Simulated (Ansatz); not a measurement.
# What a change does: single-point calculation on Al

System: Al (C2/c, 2 atoms in the cell).
Method of the first run: DFT, LDA (PW92), plane waves (420 eV) with PAW, scalar-relativistic, no spin polarisation (Ansatz 0.2.0).

Text and figures count atoms from 1; the logs count them from 0 in places.

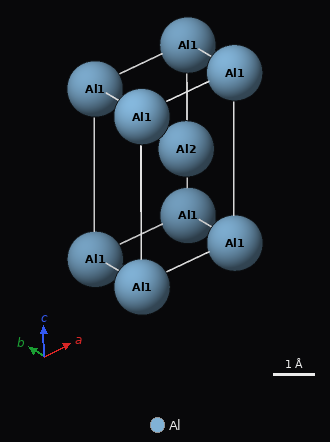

Fig. 1: The structure as given in the input (spheres-only view of the reduced cell, seen slightly off an axis; atoms are numbered from 1 in the order of the input).

## Input, the first run
```yaml
crystal:
  lattice:
    - [-3.1643211438, 2.7725037496, 1.3154737465]
    - [2.7725037496, -3.1643211438, 1.3154737465]
    - [2.2993612592, 2.2993612592, -2.0330880218]
  atoms:
    - { symbol: Al, position: [0.9895142962, 0.0104857038, 0.0] }
    - { symbol: Al, position: [0.7604857038, 0.2395142962, 0.5] }
hamiltonian:
  xc: lda
  pseudopotentials:
    kind: paw
    azcp:
      Al: "pseudopotentials/Al.paw.azcp"
basis:
  ecutwfc: 420
  fft_grid_basis: typed
kpoints:
  mp_grid: { grid: [18, 18, 12], shift: [0, 0, 0] }
magnetization:
  spin_polarized: false
scf:
  occupations: { method: fermi_dirac, width: 0.1 }
  lower_state_search: "off"
output:
  stress: true
```

Hardware: 2 threads of an Arm (aarch64) CPU, shared host.

## Output, shortened to warnings, some set-up lines, iterations and results (the first run)
```
Warning: [file] the record states the generating functional pbe (its physics header spells it `PBE`), which answers neither for hamiltonian.xc's functional nor for the lda family's — results may be inconsistent (PPs are generated against a specific XC)
Basis set: ecut = 420 eV, 623 PW (Γ)
Symmetry: 4 space group operations
k-points: 1037 of 3888
Initial density: superposition of atomic densities (neutral atoms: chi_scale 0, normalization atom), corrected by the library's trained network
[...]
SCF iter   1: F=—  HF=-1025.535144 eV  |F-HF|=—  |Δ(HF+E_count)|=         —  Δρ=3.85e-3  dr2=4.67e-3  ethr=1.77e-3  ⟨swp⟩=5.1  Hψ=59510  notcnv=0
SCF iter   2: F=—  HF=-1025.533995 eV  |F-HF|=—  |Δ(HF+E_count)|=   1.15e-3  Δρ=2.38e-3  dr2=1.87e-3  ethr=7.78e-5  ⟨swp⟩=1.0  Hψ=15555  notcnv=0
SCF iter   3: F=—  HF=-1025.533204 eV  |F-HF|=—  |Δ(HF+E_count)|=   7.91e-4  Δρ=1.47e-4  dr2=1.20e-5  ethr=3.12e-5  ⟨swp⟩=2.0  Hψ=10370  notcnv=0
SCF iter   4: F=—  HF=-1025.533203 eV  |F-HF|=—  |Δ(HF+E_count)|=   1.51e-6  Δρ=1.08e-4  dr2=1.39e-5  ethr=2.01e-7  ⟨swp⟩=2.0  Hψ=9448  notcnv=0
SCF iter   5: F=-1025.533198 eV  HF=-1025.533198 eV  |F-HF|=2.44e-9  |Δ(HF+E_count)|=   4.55e-6  Δρ=5.10e-6  dr2=4.20e-9  ethr=2.01e-7  ⟨swp⟩=2.0  Hψ=9187  notcnv=0
SCF iter   6: F=-1025.533198 eV  HF=-1025.533198 eV  |F-HF|=7.37e-11  |Δ(HF+E_count)|=   6.11e-9  Δρ=9.72e-7  dr2=1.40e-10  ethr=6.99e-11  ⟨swp⟩=1.3  Hψ=21457  notcnv=0
SCF 1 converged in 6 iterations: F = -1025.533198 eV  dr2 = 1.40e-10
SCF converged after 6 iterations
Free energy (F): -1025.533198 eV
Harris-Foulkes:  -1025.533198 eV  (|F-HF|=7.37e-11)
Internal energy: -1025.508252 eV  (E = F + TS)
E sigma→0 (E₀):  -1025.520725 eV
Entropy (-TS):   -0.024946 eV (-12.473 meV/atom)
Fermi energy:    8.262248 eV
--- Per-component energies (eV) ---
  E_band       = 22.040187
  E_kinetic    = 48.242645
  E_local      = 17.621579  (includes V_loc(G=0)·N_el)
  E_nonlocal   = 22.912131
  E_hartree    = 0.757207
  E_xc         = -79.686373
  E_vxc        = -59.820624  (∫ρ·V_xc dr)
  E_paw        = -887.026750  (= ΣΔE_a)
  E_vpaw       = -8.429955  (= ΣTr[D̂ρ^β])
  E_aug_tail   = -0.000008  (compensation charges beyond the density's cutoff)
  E_ewald      = -148.440116
  E_core_change = 0.111433  (= ΣΔE_core)
  E_smearing   = -0.024946  (= −TS)
  E_closure    = 0.000000  (closes the sum)
  Σ components = -1025.533198   (vs F -1025.533198, Δ=0.00e0)
--- Stress (GPa, compression-positive) ---
        7.630018      -0.247321      -0.028689
       -0.247321       7.630018      -0.028689
       -0.028689      -0.028689       7.525691
  P = ⅓ Tr σ = 7.5952 GPa (75.952 kbar)
```

The input of the second run differs as follows (lines with − go, lines with + come):
```diff
-    - [-3.1643211438, 2.7725037496, 1.3154737465]
-    - [2.7725037496, -3.1643211438, 1.3154737465]
-    - [2.2993612592, 2.2993612592, -2.0330880218]
+    - [-3.2535034935, 2.8506432264, 1.3525486938]
+    - [2.8506432264, -3.2535034935, 1.3525486938]
+    - [2.3641658194, 2.3641658194, -2.0903880108]
```

How does the second run compare with the first run?

With the same functional and potentials, the second run lies 29.5 meV per atom lower. The pressure goes from 7.60 to −0.08 GPa. The volume per atom goes from 15.59 to 16.95 Å³. The cell is scaled evenly with the atoms at fixed fractional positions, so −ΔP/Δ ln V estimates the bulk modulus midway between the two volumes: about 92 GPa. The number of SCF iterations is the same. The plane waves at Γ go from 623 to 671.

## Output, shortened to warnings, some set-up lines, iterations and results (the second run)
```
Warning: [file] the record states the generating functional pbe (its physics header spells it `PBE`), which answers neither for hamiltonian.xc's functional nor for the lda family's — results may be inconsistent (PPs are generated against a specific XC)
Basis set: ecut = 420 eV, 671 PW (Γ)
Symmetry: 4 space group operations
k-points: 1037 of 3888
Initial density: superposition of atomic densities (neutral atoms: chi_scale 0, normalization atom), corrected by the library's trained network
[...]
SCF iter   1: F=—  HF=-1025.593891 eV  |F-HF|=—  |Δ(HF+E_count)|=         —  Δρ=3.60e-3  dr2=4.44e-3  ethr=1.77e-3  ⟨swp⟩=5.1  Hψ=59061  notcnv=0
SCF iter   2: F=—  HF=-1025.592859 eV  |F-HF|=—  |Δ(HF+E_count)|=   1.03e-3  Δρ=2.22e-3  dr2=1.78e-3  ethr=7.40e-5  ⟨swp⟩=1.0  Hψ=15555  notcnv=0
SCF iter   3: F=—  HF=-1025.592144 eV  |F-HF|=—  |Δ(HF+E_count)|=   7.15e-4  Δρ=1.47e-4  dr2=1.62e-5  ethr=2.96e-5  ⟨swp⟩=2.0  Hψ=10368  notcnv=0
SCF iter   4: F=—  HF=-1025.592142 eV  |F-HF|=—  |Δ(HF+E_count)|=   2.37e-6  Δρ=1.03e-4  dr2=1.42e-5  ethr=2.70e-7  ⟨swp⟩=2.0  Hψ=9401  notcnv=0
SCF iter   5: F=—  HF=-1025.592138 eV  |F-HF|=—  |Δ(HF+E_count)|=   4.05e-6  Δρ=3.62e-5  dr2=1.74e-6  ethr=2.36e-7  ⟨swp⟩=1.2  Hψ=7696  notcnv=0
SCF iter   6: F=-1025.592137 eV  HF=-1025.592137 eV  |F-HF|=4.41e-8  |Δ(HF+E_count)|=   5.28e-7  Δρ=6.41e-6  dr2=5.36e-8  ethr=1.67e-9  ⟨swp⟩=2.8  Hψ=23890  notcnv=0
SCF 1 converged in 6 iterations: F = -1025.592137 eV  dr2 = 5.36e-8
SCF converged after 6 iterations
Free energy (F): -1025.592137 eV
Harris-Foulkes:  -1025.592137 eV  (|F-HF|=4.41e-8)
Internal energy: -1025.566020 eV  (E = F + TS)
E sigma→0 (E₀):  -1025.579078 eV
Entropy (-TS):   -0.026117 eV (-13.059 meV/atom)
Fermi energy:    7.381895 eV
--- Per-component energies (eV) ---
  E_band       = 18.166132
  E_kinetic    = 45.701088
  E_local      = 15.011844  (includes V_loc(G=0)·N_el)
  E_nonlocal   = 22.434688
  E_hartree    = 0.778693
  E_xc         = -78.562983
  E_vxc        = -58.418053  (∫ρ·V_xc dr)
  E_paw        = -886.669577  (= ΣΔE_a)
  E_vpaw       = -8.120589  (= ΣTr[D̂ρ^β])
  E_aug_tail   = -0.000008  (compensation charges beyond the density's cutoff)
  E_ewald      = -144.371198
  E_core_change = 0.111433  (= ΣΔE_core)
  E_smearing   = -0.026117  (= −TS)
  E_closure    = 0.000000  (closes the sum)
  Σ components = -1025.592137   (vs F -1025.592137, Δ=0.00e0)
--- Stress (GPa, compression-positive) ---
       -0.069396       0.066278       0.005522
        0.066278      -0.069396       0.005522
        0.005522       0.005522      -0.108260
  P = ⅓ Tr σ = -0.0824 GPa (-0.824 kbar)
```

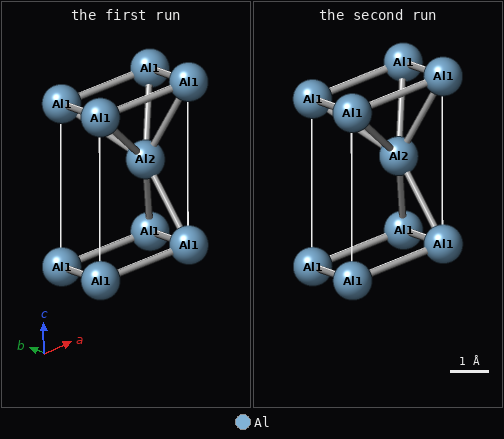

Fig. 2: The two input geometries at one scale (ball-and-stick view of the reduced cell, seen slightly off an axis). No atom moves by more than 0.005 Å relative to the cell. Cell: a 2.689 → 2.764 Å (+2.8 %), b 2.763 → 2.841 Å (+2.8 %), c 4.408 → 4.532 Å (+2.8 %). Volume +8.7 %. Among the contacts that change: Al1–Al1 2.763 → 2.841 Å, Al1–Al2 2.730 → 2.807 Å.

## The two runs side by side

| quantity | the first run | the second run |
| --- | --- | --- |
| outcome | converged | converged |
| free energy per atom (eV) | −512.7666 | −512.7961 |
| energy per atom, smearing taken to zero (eV) | −512.7604 | −512.7895 |
| pressure (GPa) | 7.60 | −0.08 |
| volume per atom (Å³) | 15.59 | 16.95 |
| SCF iterations | 6 | 6 |
| irreducible k-points | 1037 | 1037 |
| plane waves at Γ | 623 | 671 |
| wall time (shared host) | 6.3 s | 7.4 s |

For both runs: Warnings: the PAW datasets were made with another functional. For the first run: The cell is under a pressure of 7.6 GPa at this level, so it is not at its equilibrium volume.
